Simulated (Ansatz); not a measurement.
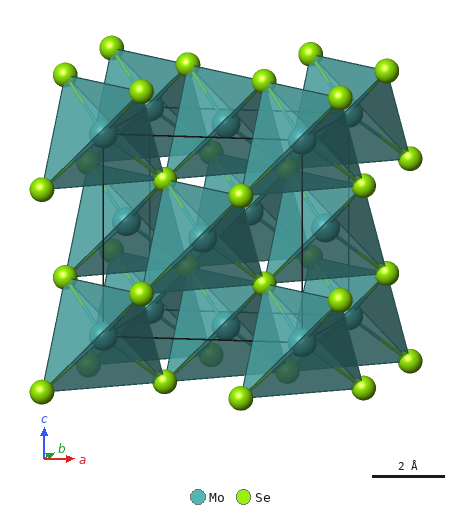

This is solid MoSe (built on the zincblende type). Style: polyhedral. Shown: the conventional cell (4 times the calculation's cell), slightly off an axis. Lengths and directions refer to the drawn axes.

These are results of DFT PBE, scalar-relativistic, plane waves, PAW (Ansatz), not measurements. Settings: plane-wave cutoff 420 eV; k-point mesh 10 × 10 × 10; occupations gaussian; smearing width 0.05 eV; collinear spin.

The variant: All lengths are scaled by +3.2 % (volume +10.0 %), the atoms keeping their fractional coordinates. No relaxation follows.

Input
```yaml
crystal:
  lattice:
    - [0.0, 2.932211432, 2.932211432]
    - [2.932211432, 0.0, 2.932211432]
    - [2.932211432, 2.932211432, 0.0]
  atoms:
    - { symbol: Mo, position: [0.0, 0.0, 0.0], spin: 1.02 }
    - { symbol: Se, position: [0.25, 0.25, 0.25] }
basis:
  ecutwfc: 420
  ecutrho_ratio: 4
kpoints:
  mp_grid: { grid: [10, 10, 10] }
hamiltonian:
  xc: pbe
scf:
  occupations: { method: gaussian, width: 0.05 }
output:
  forces: true
  stress: true
  eigenvalues: true
  populations: true
magnetization:
  spin_polarized: true
```

Command:
```bash
ansatz run input.yaml --threads 2 --pin off --max-ram 2662MiB --backend cpu --events-out ev --progress --plain --runs-dir out
```

Q: What does the calculation give for the changed structure?

A: Energy change: +60.7 meV per atom. Pressure: −0.1 GPa before, −7.8 GPa after. All forces vanish by symmetry. The absolute magnetisation per cell goes from 1.24 to 1.38 μB (net moment 1.18 and 1.30 μB). Both are metals. Some distances before and after: Mo–Se 2.460 → 2.539 Å. The space group stays F-43m (No. 216).

Drawn alike, the variant:

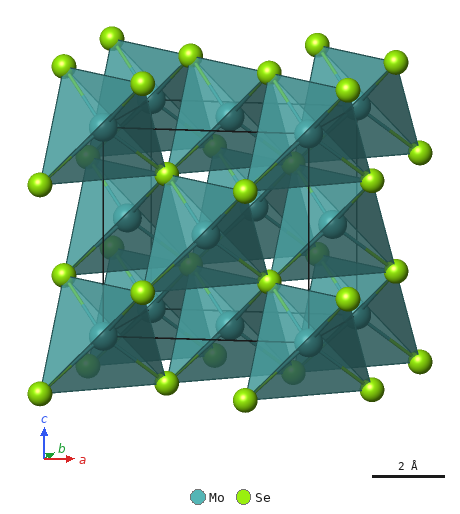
